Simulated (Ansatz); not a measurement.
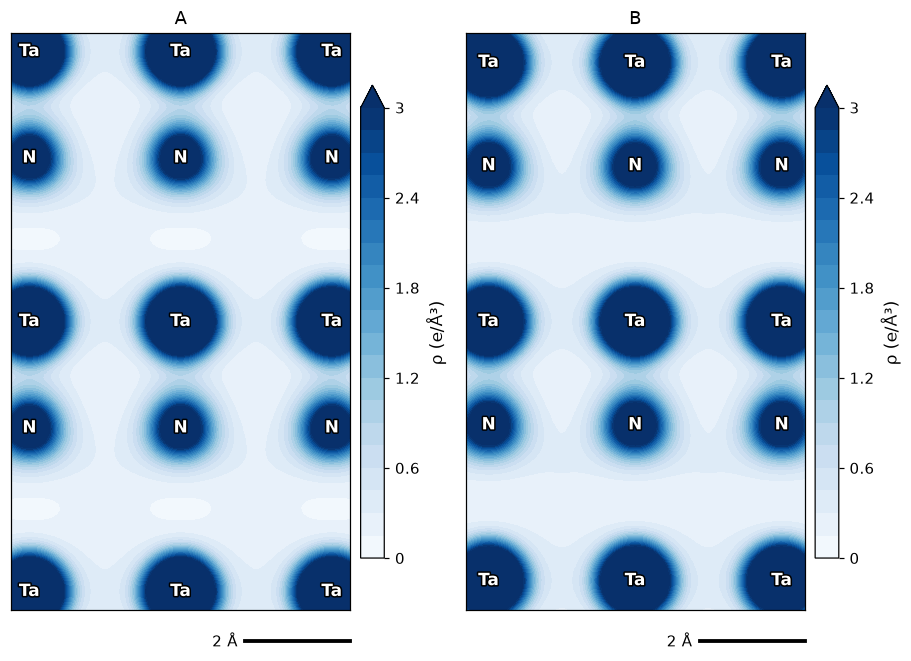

TaN. The valence charge density (pseudo) of two cells that differ in size and shape, on the (11̄0) plane of each (indices in the axes of the calculation cell), at one length scale and on one colour scale: A has 11.0 Å³ an atom and B 9.8.

Space group P-62m.

Computed with DFT PBEsol, scalar-relativistic, plane waves, PAW in Ansatz 0.2.0.

The larger cell:

```
Ta N
1.0
     5.13626    0.00000    0.00000
    -2.56813    4.44813    0.00000
     0.00000    0.00000    2.87675
Ta N
3 3
Direct
  0.33333 0.66667 0.50000
  0.66667 0.33333 0.50000
  0.00000 0.00000 0.00000
  0.39436 0.00000 0.00000
  0.60564 0.60564 0.00000
  0.00000 0.39436 0.00000
```

The smaller cell: a = 4.930 Å, b = 4.930 Å, c = 2.787 Å, α = 90.00°, β = 90.00°, γ = 120.00°.

### What does the compression do to the bonding and the properties?

From the larger cell to the smaller, Ta–Ta goes from 2.88 to 2.79 Å, and the density at its midpoint from 0.35 to 0.39 e/Å³; Ta–N goes from 2.03 to 1.97 Å, and the density at its midpoint from 0.9 to 1 e/Å³; the pressure goes from 8 to 60 GPa.
